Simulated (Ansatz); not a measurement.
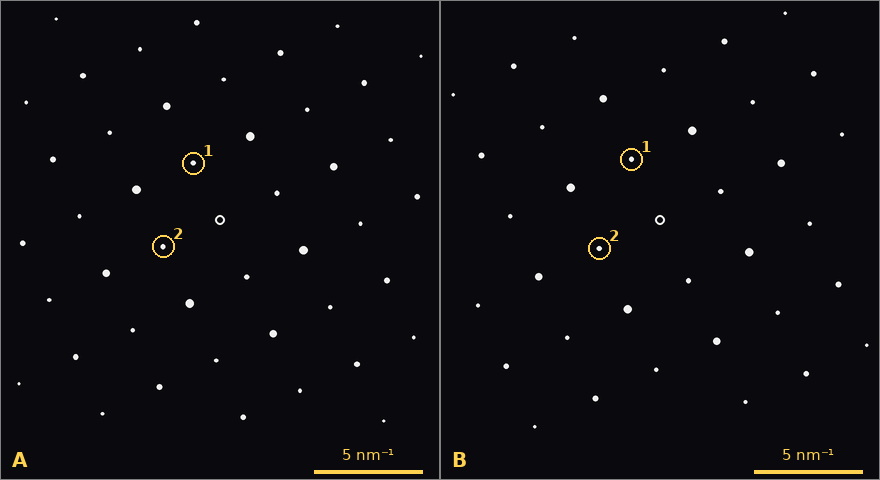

Kinematic electron diffraction patterns (120 kV, B = 0.5 Å², same scale) along [001] of the run's own cell, for the start and the end of one relaxation of AgCl with DFT PBE, scalar-relativistic, plane waves, PAW (Ansatz 0.2.0). k mesh 18×18×14. The start is a generated model structure, and the relaxation ends in the nearest stationary point of its symmetry, not necessarily the ground state. Spot 1 is -1 0 0 and spot 2 is 0 -1 0 in both.

Start structure:

```
CELL_PARAMETERS angstrom
3.21748 0.00000 0.00000
0.00000 3.21748 0.00000
0.00000 0.00000 4.21720
ATOMIC_POSITIONS crystal
Ag 0.50000 0.50000 0.50000
Cl 0.00000 0.00000 0.00000
```

Question: Which pattern belongs to the start structure, and which to the relaxed one?

Answer: B is the start: its cell gives d(1) = 3.217 Å, d(2) = 3.217 Å and an angle of 90.0°. A is the relaxed structure, with d(1) = 3.432 Å (+6.7 %), d(2) = 3.432 Å (+6.7 %) and 90.0°.

Question: What did the relaxation do to the structure and the energy?

Answer: The volume changed by -7.5 % to 20.20 Å³ an atom; the fractional coordinates hardly changed; the space group went from P4/mmm (No. 123) to Pm-3m (No. 221); the free energy fell by 160 meV an atom. Relaxed cell: a = 3.432 Å, b = 3.432 Å, c = 3.431 Å, α = 90.00°, β = 90.00°, γ = 90.00°.
